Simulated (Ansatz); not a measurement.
Consider Si16Ge (cell with a defect).

```cif
data_structure
_symmetry_space_group_name_H-M 'P 1'
_symmetry_Int_Tables_number 1
_cell_length_a 7.6792
_cell_length_b 7.6792
_cell_length_c 7.6792
_cell_angle_alpha 60.000
_cell_angle_beta 60.000
_cell_angle_gamma 60.000
_cell_volume 320.21
loop_
_atom_site_label
_atom_site_type_symbol
_atom_site_fract_x
_atom_site_fract_y
_atom_site_fract_z
_atom_site_occupancy
Si1 Si 0.00974 0.01275 0.96494 1
Si2 Si 0.11394 0.15903 0.11357 1
Si3 Si 0.00973 0.01284 0.51278 1
Si4 Si 0.19477 0.10193 0.60180 1
Si5 Si 0.93198 0.52285 0.02272 1
Si6 Si 0.11388 0.61378 0.11372 1
Si7 Si 0.00974 0.46508 0.51265 1
Si8 Si 0.11392 0.61368 0.65890 1
Si9 Si 0.48574 0.01830 0.99821 1
Si10 Si 0.63766 0.12816 0.10676 1
Si11 Si 0.57489 0.97534 0.47511 1
Si12 Si 0.63767 0.12813 0.62790 1
Si13 Si 0.48569 0.49850 0.99827 1
Si14 Si 0.55275 0.64943 0.14918 1
Si15 Si 0.48573 0.49845 0.51805 1
Si16 Si 0.63766 0.60698 0.62793 1
Ge1 Ge 0.05760 0.81441 0.31421 1
```

PAW files of the earlier set (soft_1).

Computed with DFT PBE, scalar-relativistic, plane waves, PAW (Ansatz 0.2.0).

Question: What will maps of the valence pseudo-density and electron localisation function show?

Answer: Si–Si (2.32 Å): ρ at the midpoint is about 0.58 e/Å³; the ELF peaks at about 0.95 between the atoms.
Si–Ge (2.45 Å): the density is about 0.41 e/Å³ at the midpoint; the ELF peaks at about 0.60 in the valence shell of Si, 0.9 Å from its nucleus, and is about 0.55 at the midpoint.
Si–Si (2.38 Å): the density is about 0.55 e/Å³ at the midpoint; the ELF peaks at about 0.95 between the atoms (a covalent bond).

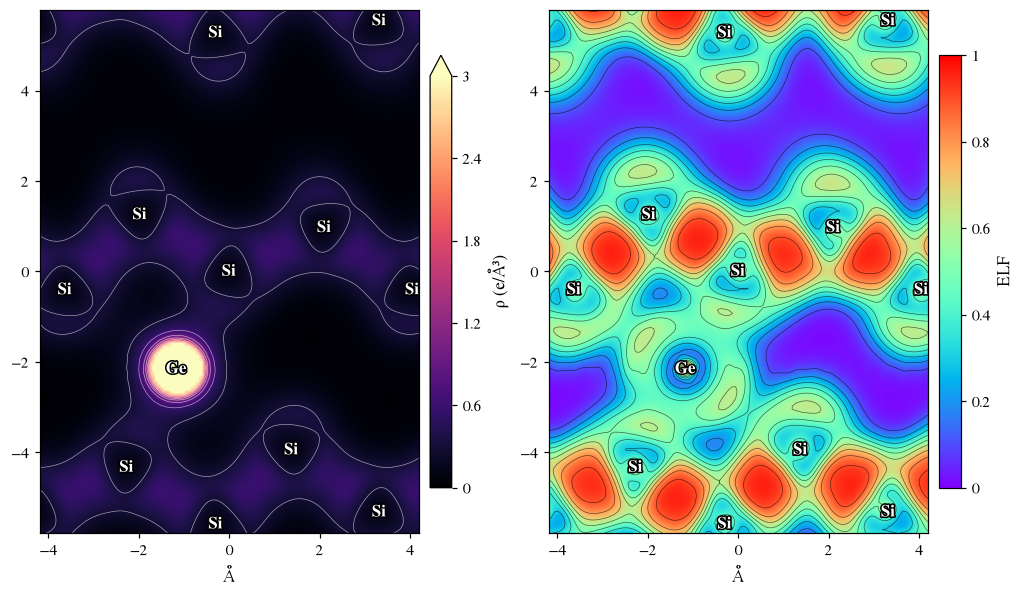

Computed valence pseudo-density and electron localisation function on the (011̄) plane of the calculation cell, in this order. 

Core electrons are frozen (PAW), and the valence fields are smoothed inside the atomic spheres.
